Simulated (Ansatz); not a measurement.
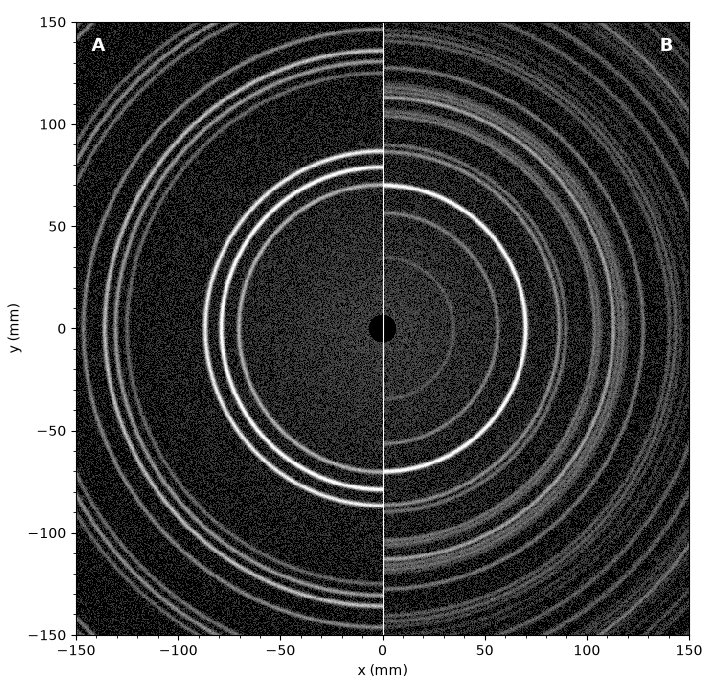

Simulated X-ray powder rings on a flat area detector normal to the beam: λ = 0.4959 Å, sample-to-detector distance 380 mm, axes in mm from the beam centre, beam polarised horizontally, for a fine-grained powder without texture. Kinematic intensities with B = 0.8 Å² for all atoms, without absorption; brightness goes as intensity to the power 0.4, clipped at the top, with counting noise. Reflections closer than the ring width show as one ring. The left and right halves show two different samples, each scaled to its strongest ring.

Structure 1:
```yaml
crystal:
  lattice:
    - [3.72911, 0.00000, 0.00000]
    - [0.00000, 10.87566, 0.00000]
    - [0.00000, 0.00000, 4.28622]
  atoms:
    - { symbol: As, position: [0.00000, 0.88808, 0.94439] }
    - { symbol: As, position: [0.50000, 0.88808, 0.55561] }
    - { symbol: As, position: [0.50000, 0.61192, 0.05561] }
    - { symbol: As, position: [0.00000, 0.61192, 0.44439] }
    - { symbol: As, position: [0.50000, 0.38808, 0.94439] }
    - { symbol: As, position: [0.00000, 0.38808, 0.55561] }
    - { symbol: As, position: [0.00000, 0.11192, 0.05561] }
    - { symbol: As, position: [0.50000, 0.11192, 0.44439] }
```

Structure 2:
```
As
1.0
     5.42611    0.00000    0.00000
     0.00000    5.42611    0.00000
     0.00000    0.00000    5.42611
As
8
Direct
  0.00000 0.00000 0.00000
  0.50000 0.50000 0.50000
  0.25000 0.00000 0.50000
  0.75000 0.00000 0.50000
  0.50000 0.25000 0.00000
  0.50000 0.75000 0.00000
  0.00000 0.50000 0.25000
  0.00000 0.50000 0.75000
```

Origins: 1, the input geometry of an electronic-structure calculation (not necessarily at equilibrium); 2, the input geometry of an electronic-structure calculation (not necessarily at equilibrium); the starting structure was generated, so it need not be a known form of this composition.

> Which structure gives which half?

Half A is structure 2 (As): 200 at 70.3 mm (d = 2.71 Å), 210 at 78.9 mm (d = 2.43 Å), 211 at 86.7 mm (d = 2.22 Å), 222 at 125.1 mm (d = 1.566 Å).
Half B is structure 1 (As): 020 at 34.8 mm (d = 5.44 Å), 021 at 56.4 mm (d = 3.37 Å), 111 + 040 at 70.1 mm (d = 2.72 + 2.72 Å), 131 at 86.4 mm (d = 2.22 Å).
